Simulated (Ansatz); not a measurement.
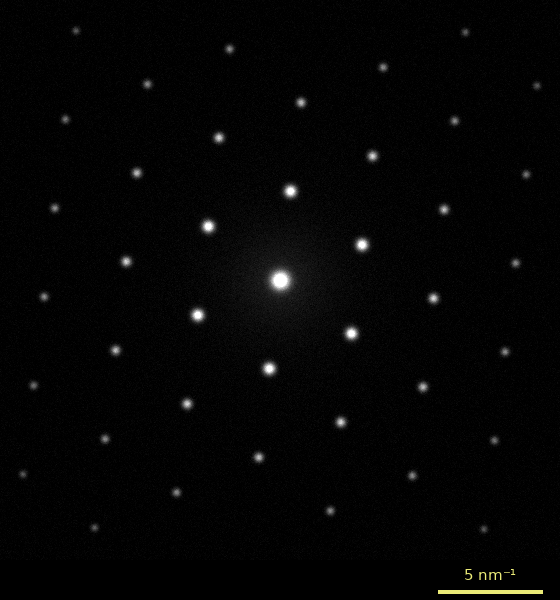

Computed electron diffraction pattern, 200 kV, single scattering only, B = 0.8 Å².

It belongs to Ti, space group Im-3m (No. 229), a = 3.28 Å. Structure: the input geometry of an electronic-structure calculation (not necessarily at equilibrium); the starting structure was generated, so it need not be a known form of this composition.

```
Ti
1.0
     3.28370    0.00000    0.00000
     0.00000    3.28370    0.00000
     0.00000    0.00000    3.28370
Ti
2
Direct
  0.00000 0.00000 0.00000
  0.50000 0.50000 0.50000
```

Question: Determine the zone axis from the geometry of the pattern.

Answer: The spots form a hexagonal net with both shortest vectors at d = 2.32 Å, 60.0° apart. They index as -1 1 0 and -1 0 1, so the zone axis is [111] (or an equivalent direction of <111>).

Question: List the strongest reflections.

Answer: Strongest reflections with d > 0.80 Å, one of each family (|F|² from tabulated Gaussian fits of the electron scattering factors, times a small damping for the curvature of the Ewald sphere):

```tsv
hkl	d (Å)	I (strongest = 100)
1 0 -1	2.322	100
2 -1 -1	1.341	26
2 0 -2	1.161	17
3 -1 -2	0.878	6
```
